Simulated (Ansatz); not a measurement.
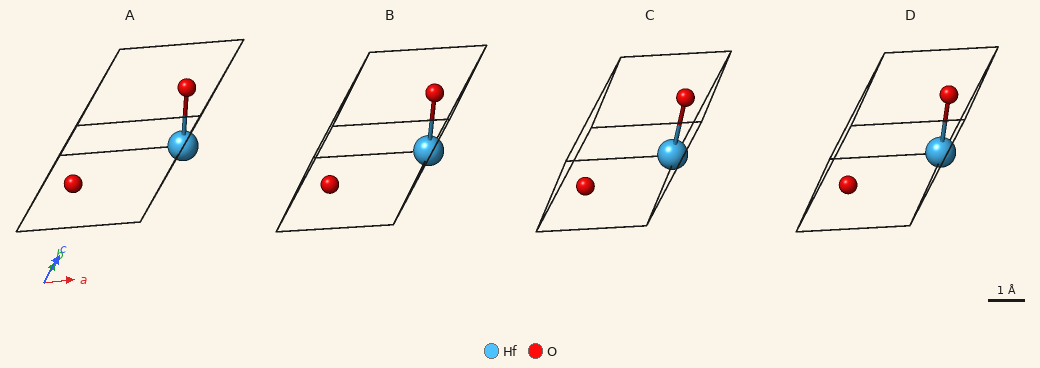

4 geometries from one relaxation of a crystal of HfO2 (set up in P1), in shuffled order. A ball-and-stick model of the cell of the calculation, reduced to other axes, seen from a free direction. Lengths and directions refer to the drawn axes.

Case: all atoms moved at random, sigma 0.1 Å for each component, cell strained at random, sigma 0.1; relaxed back.

Computed with DFT r2SCAN, scalar-relativistic, plane waves, PAW in Ansatz. (plane-wave cutoff 500 eV; k-point mesh 8 × 8 × 8; occupations gaussian; smearing width 0.05 eV; no spin polarisation; cell and atoms relaxed; force threshold 0.01 eV/Å; at most 80 steps)

Question: Put them in the order of the run, from the start to the converged end.

Answer: C, D, B, A. They are steps 0, 1, 2, 8, at +425 meV per atom, +177 meV per atom, +65.7 meV per atom relative to the last. Over 6 accepted moves (8 points after the start) the energy falls by 425 meV per atom. The largest force component goes from 3.7 to 0.00026 eV/Å. Pressure: 28.11 GPa at the start and 0.00 GPa at the end. The SCF was repeated twice at an unchanged geometry on a basis and grid sized afresh for the cell, which shifted the energy by 1.5 meV per atom at most. The atom that moves furthest relative to the cell is the Hf atom (0.18 Å roughly along [1 1 −1]). By element the largest moves are Hf 0.18 Å, O 0.11 Å. The drawn cell changes as follows: a 3.155 → 3.576 Å (+13.4 %), b 3.453 → 3.577 Å (+3.6 %), c 3.552 → 3.577 Å (+0.7 %), α 71.1° → 60.0°, β 63.7° → 60.0°, γ 68.9° → 60.0°; the volume changes by +2.0 %. Some distances before and after: Hf–Hf 3.155 → 3.576 Å, Hf–O 1.821 → 2.190 Å, Hf–O 2.544 → 2.191 Å, Hf–O 2.513 → 2.191 Å. Bond angles that change, for instance: Hf–O–Hf 125.2° → 109.5°, Hf–O–Hf 122.2° → 109.5°, Hf–O–Hf 99.8° → 109.5°. The space group (tolerance 0.01 Å) goes from P1 (No. 1) to Fm-3m (No. 225).
